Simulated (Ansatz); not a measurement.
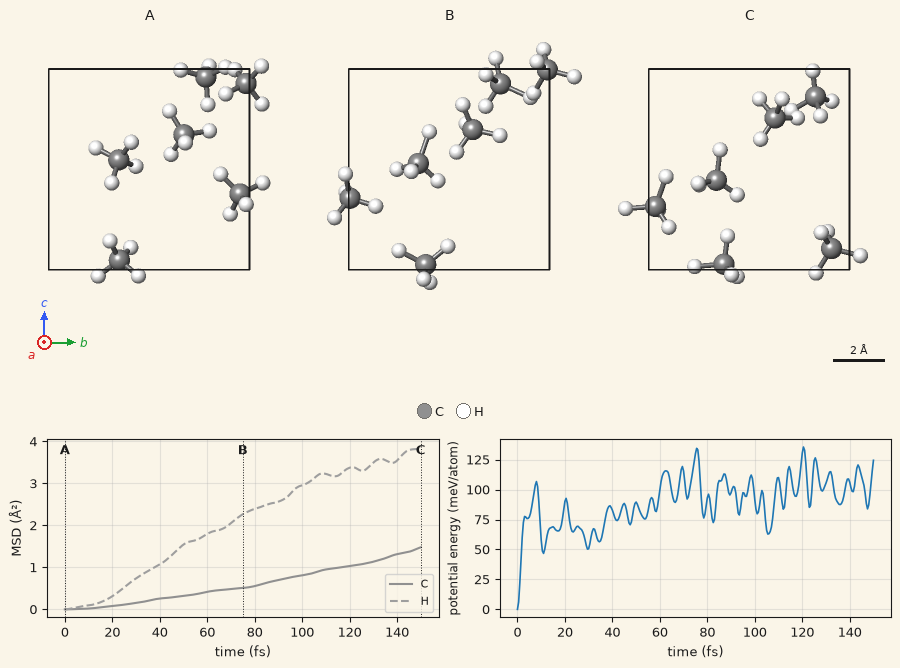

A Born-Oppenheimer molecular dynamics run of a periodic cell with 6 CH4 at 0.325 g/cm³, 150 fs long. Frames (A at 0 fs, B at 75 fs, C at 150 fs) and the history of the run. The picture is a ball-and-stick view of the simulation cell, seen along the a axis. Atoms that leave the cell re-enter on the other side.

Theory: DFT PBE-D3(BJ), scalar-relativistic, plane waves, PAW (Ansatz). Set-up: plane-wave cutoff 420 eV; k-point mesh 1 × 1 × 1; Fermi-Dirac smearing 0.02 eV; low-accuracy preset; Langevin thermostat (NVT); set temperature 1500 K; time step 0.5 fs; friction 0.02 per fs.

Q: What happens in this trajectory?

A: In the second half of the run the atoms are, in the root-mean-square, this far from where they began (common drift taken out): H 1.77 Å, C 0.98 Å. The molecules turn and drift from their places. The mean temperature in the second half is 1430 K (standard deviation 139 K). The potential energy in the second half lies on average 99.9 meV per atom above the first frame.

Limits of the set-up: the program's low-accuracy preset was used; the periodic images lie only 7.9 Å apart, so the values are limited by the cell's size.

Cost: 7.7 min on 1 thread of Arm Neoverse V2, with other jobs on the host, peak memory 0.41 GiB.
